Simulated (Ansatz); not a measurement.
# Band-structure calculation, with input and output: Fe$_{3}$Co (part 2 of 2)

Continued. System: Fe$_{3}$Co (Cmmm, 4 atoms in the cell). Method: DFT r2SCAN, scalar-relativistic, plane waves, PAW, spin-polarised (Ansatz 0.2.0); cutoff 500 eV, 20×20×6 k-mesh, Gaussian smearing of 0.1 eV, collinear spins. The structure was made by a generator, so it may or may not be a known phase.

Geometry of the input (Å; fractional positions):
```
1.4196  -2.0160  0.0000
1.4196  2.0160  0.0000
0.0000  0.0000  8.0583
Fe 0.5000  0.5000  0.7519
Fe 0.0000  0.0000  0.5000
Fe 0.5000  0.5000  0.2481
Co 0.0000  0.0000  0.0000
```

### Output, continued
```
--- Per-component energies (eV) ---
  E_band       = -1006.052611
  E_kinetic    = 1499.474126
  E_local      = -9199.497993  (includes V_loc(G=0)·N_el)
  E_nonlocal   = 1124.864002
  E_hartree    = 3861.344842
  E_xc         = -496.418380
  E_vxc        = -732.896540  (∫ρ·V_xc dr)
  E_paw        = -5661.018287  (= ΣΔE_a)
  E_vpaw       = -1471.643193  (= ΣTr[D̂ρ^β])
  E_aug_tail   = 0.000809  (compensation charges beyond the density's cutoff)
  E_vtau       = 50.953804  (kinetic-family band-sum trace: ∫τ·v_τ [+ j·A + Jᵃ·Aᵃ] dr)
  E_ewald      = -9717.134654
  E_core_change = -1.163631  (= ΣΔE_core)
  E_smearing   = -0.008118  (= −TS)
  E_closure    = -0.000000  (closes the sum)
  Σ components = -18589.557283   (vs F -18589.557283, Δ=0.00e0)
--- Forces (eV/Å), atoms counted from 1 ---
  atom   1  Fe     0.00000000     0.00000000     0.11231679
  atom   2  Fe     0.00000000     0.00000000     0.00000000
  atom   3  Fe     0.00000000     0.00000000    -0.11231679
  atom   4  Co     0.00000000     0.00000000     0.00000000
  max |Σ_I F_I| component: 0.00e0 eV/Å
--- Stress (GPa, compression-positive) ---
       -0.530016       0.000000       0.000000
        0.000000      -0.669700       0.000000
        0.000000       0.000000      -1.306857
  P = ⅓ Tr σ = -0.8355 GPa (-8.355 kbar)
--- Band table (eV; the first three rows and the last of 888) ---
  k-point 0 ↑: bands = ["-82.6174", "-74.1589", "-74.1563", "-73.9372", "-44.3714", "-44.3395", "-44.2984", "-38.9498", "-38.8978", "-38.7107", "-38.7025", "-38.6065", "-38.6065", "-38.5869", "-38.4823", "-38.4261", "9.1427", "11.4092", "11.4838", "12.4666", "13.7185", "14.3179", "14.4260", "14.6179", "14.8028", "14.8381", "14.8632", "14.9352", "15.3190", "15.3219", "15.9404", "15.9879", "16.0592", "16.1025", "16.1475", "16.1584", "16.2284", "16.3789", "17.4302", "18.3568", "24.7728", "33.6452", "33.7600"]
  k-point 1 ↑: bands = ["-82.6174", "-74.1589", "-74.1563", "-73.9372", "-44.3714", "-44.3395", "-44.2984", "-38.9506", "-38.8969", "-38.7108", "-38.7024", "-38.6065", "-38.6065", "-38.5870", "-38.4823", "-38.4261", "9.2127", "10.8649", "11.9495", "12.4805", "13.7249", "14.2582", "14.4914", "14.6306", "14.8343", "14.8773", "14.9233", "14.9609", "15.3219", "15.3355", "15.7169", "15.9557", "16.0881", "16.1467", "16.1594", "16.2265", "16.3460", "16.3785", "17.3820", "18.0216", "25.2371", "31.6995", "35.7403"]
  k-point 2 ↑: bands = ["-82.6174", "-74.1589", "-74.1562", "-73.9372", "-44.3714", "-44.3395", "-44.2984", "-38.9521", "-38.8951", "-38.7110", "-38.7023", "-38.6065", "-38.6065", "-38.5873", "-38.4823", "-38.4261", "9.4128", "10.3240", "12.2455", "12.5209", "13.7387", "14.1884", "14.5760", "14.6464", "14.8945", "14.9182", "14.9245", "15.1510", "15.3219", "15.4620", "15.5655", "16.0049", "16.0476", "16.1455", "16.1614", "16.2275", "16.3779", "16.6471", "17.2471", "17.2504", "26.4117", "29.7779", "36.9333"]
  k-point 443 ↓: bands = ["-79.2247", "-69.7683", "-69.7652", "-69.6192", "-41.2521", "-41.1324", "-41.0449", "-34.7587", "-34.7438", "-34.5984", "-34.5888", "-34.5752", "-34.5733", "-34.5085", "-34.4145", "-34.2989", "14.3226", "14.8995", "15.1326", "15.2560", "15.5044", "15.6041", "16.2410", "16.9503", "17.0611", "17.3990", "18.7969", "19.2509", "19.5076", "19.8995", "19.9262", "20.2085", "20.3688", "21.1779", "21.2358", "21.4530", "21.6793", "22.0219", "26.1904", "26.5732", "26.7086", "27.3187", "27.6326"]
--- Löwdin populations: 4 sites ---
  site symbol       q [e]    m [muB]
     0     Fe     15.7497     2.8215
     1     Fe     15.7482     2.7657
     2     Fe     15.7497     2.8215
     3     Co     16.7051     1.9822
  spilling = 0.016113 (of n_electrons = 65.000000)
--- Bader charges: 4 sites ---
  site symbol  charge [e]  shift [e]    m [muB]
     0     Fe      0.0634     0.0003     2.6839
     1     Fe      0.0026     0.0000     2.6054
     2     Fe      0.0634     0.0003     2.6839
     3     Co     -0.1294     0.0006     1.8576
  estimated error of the sums over rays = 3.0e-4 e
```

### File bader_charges.tsv
```
# site	symbol	x_ang	y_ang	z_ang	partial_charge_e	electrons	volume_ang3	relative_density_drop	shared_charge_e	partial_wave_shift_e	spin_moment_mub
# quadrature_error_electrons = 3.0e-4
0	Fe	1.4196	0.0000	6.0591	0.06338	25.93662	11.41	-	0.06338	0.00032	2.68392
1	Fe	0.0000	0.0000	4.0291	0.00262	25.99738	11.59	-	0.00262	0.00003	2.60536
2	Fe	1.4196	0.0000	1.9992	0.06338	25.93662	11.41	-	0.06338	0.00032	2.68392
3	Co	0.0000	0.0000	0.0000	-0.12938	27.12938	11.71	-	-0.12938	0.00061	1.85758
```

### File populations.tsv
```
# site	symbol	l	j	q_up	q_dn
# orbitals = lowdin
# n_electrons = 65.000000
# spilling = 0.016113
0	Fe	0_3S	-	0.993030	0.993492
0	Fe	0_4S	-	0.448277	0.512318
0	Fe	1_3P	-	2.998511	2.998131
0	Fe	2_3D	-	4.845806	1.960145
1	Fe	0_3S	-	0.992962	0.993287
1	Fe	0_4S	-	0.434834	0.507147
1	Fe	1_3P	-	2.998462	2.997980
1	Fe	2_3D	-	4.830664	1.992855
2	Fe	0_3S	-	0.993030	0.993492
2	Fe	0_4S	-	0.448277	0.512318
2	Fe	1_3P	-	2.998511	2.998131
2	Fe	2_3D	-	4.845806	1.960145
3	Co	0_3S	-	0.993657	0.994027
3	Co	0_4S	-	0.461993	0.527687
3	Co	1_3P	-	2.998855	2.998589
3	Co	2_3D	-	4.889100	2.841152
```

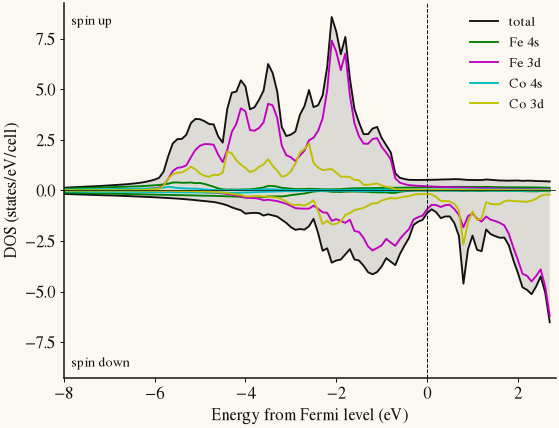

Fig. 1: Density of states (projected on Löwdin-orthogonalised atomic shells), with energies from the Fermi level. There are states at the Fermi level: a metal at this level of theory.

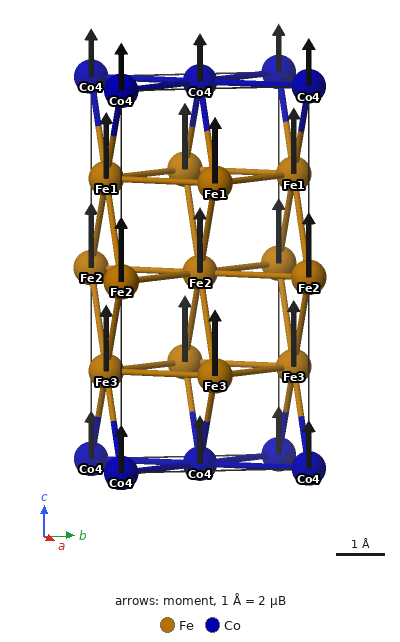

Fig. 2: Magnetic moments of the sites as black arrows (ball-and-stick view of the cell 2 times as large as that of the calculation, set on its symmetry axes, seen slightly off an axis; atoms are numbered from 1 in the order of the input); small moments hardly show. The run is collinear, so the axis drawn is arbitrary. Site moments: Fe1, Fe3 (2.81 μB); Fe2 (2.75 μB); Co4 (2.04 μB). They are counted near the atoms and needn't add up to the moment of the cell.

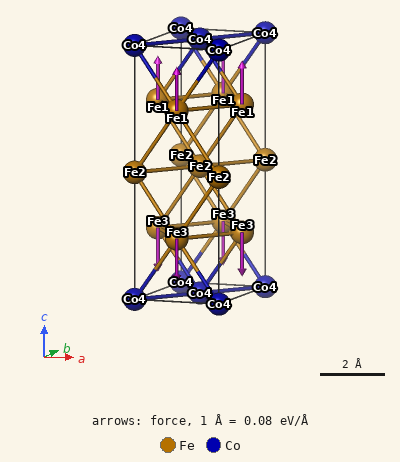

Fig. 3: Forces on the atoms as pink arrows (ball-and-stick view of the cell 2 times as large as that of the calculation, set on its symmetry axes, seen slightly off an axis; atoms are numbered from 1 in the order of the input). The largest act on Fe1, Fe3 (0.11 eV/Å). The geometry is not a stationary point of this energy.

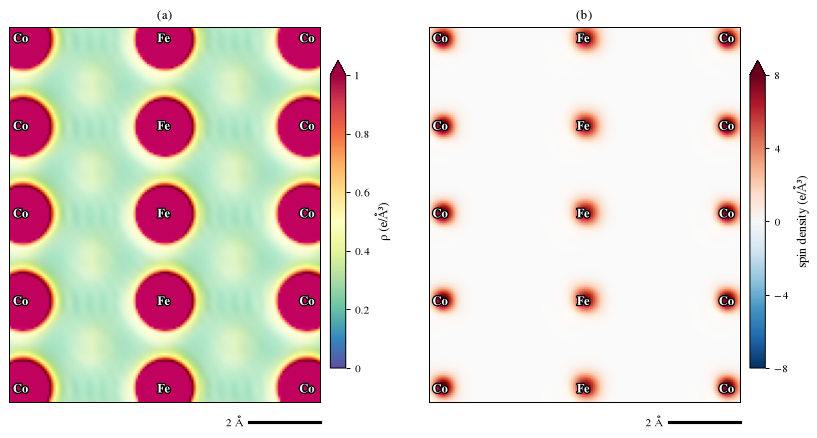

Fig. 4: (a) valence electron density; (b) spin density (up minus down) on the (110) plane of the conventional cell. The section cuts through Fe and Co sites. Fe–Fe (2.47 Å): ρ at the midpoint is about 0.35 e/Å³. Co–Co (2.47 Å): the density is about 0.34 e/Å³ at the midpoint. Away from the nuclei the density in this plane falls to 0.24 e/Å³ at its lowest. The cell of the calculation (4 atoms) carries 9.8 μB net. Core electrons are frozen (PAW), so the fields are smoothed inside the atomic spheres.

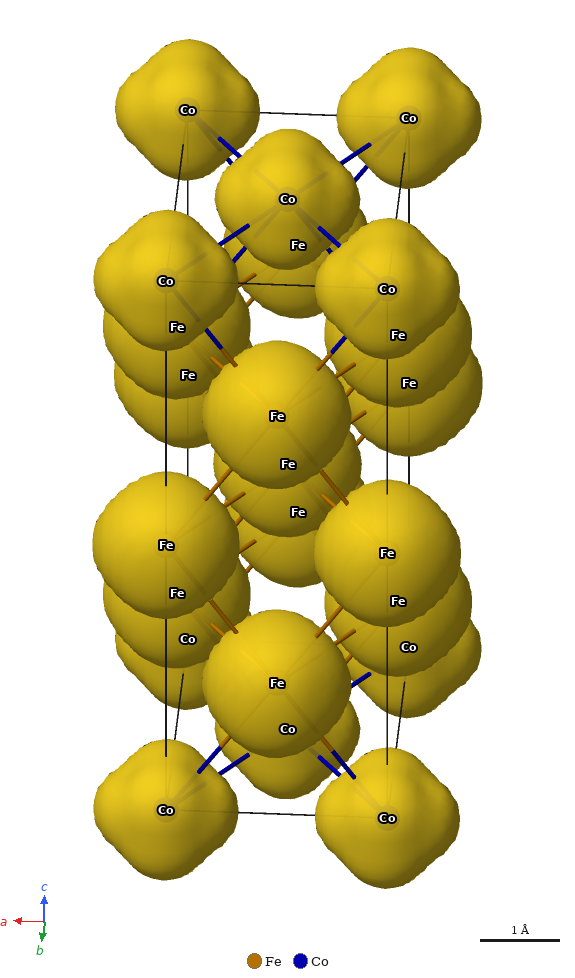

Fig. 5: Isosurface of the spin density at +0.1 e/Å³ (yellow), seen at an oblique angle. Sticks mark near contacts. The outline is the cell set on symmetry axes. The cell of the calculation (4 atoms) carries 9.8 μB net.

### Results in brief

- outcome: converged
- space group (tolerance 0.01 Å): Cmmm (65)
- electrons treated: 65
- free energy: −18589.5573 eV
- Fermi energy: 18.148 eV
- gap on the k-point mesh: none (metallic)
- net moment of the cell: 9.83 μB
- integrated absolute moment: 11.06 μB
- pressure: −0.84 GPa
- largest force (length of the vector): 0.112 eV/Å
- wall time: 90 s (CPU time 5.8 min)
- peak memory: 1.9 GiB

The electronic state found may not be the lowest one. Notes on the run: the state was not tested for a lower one.
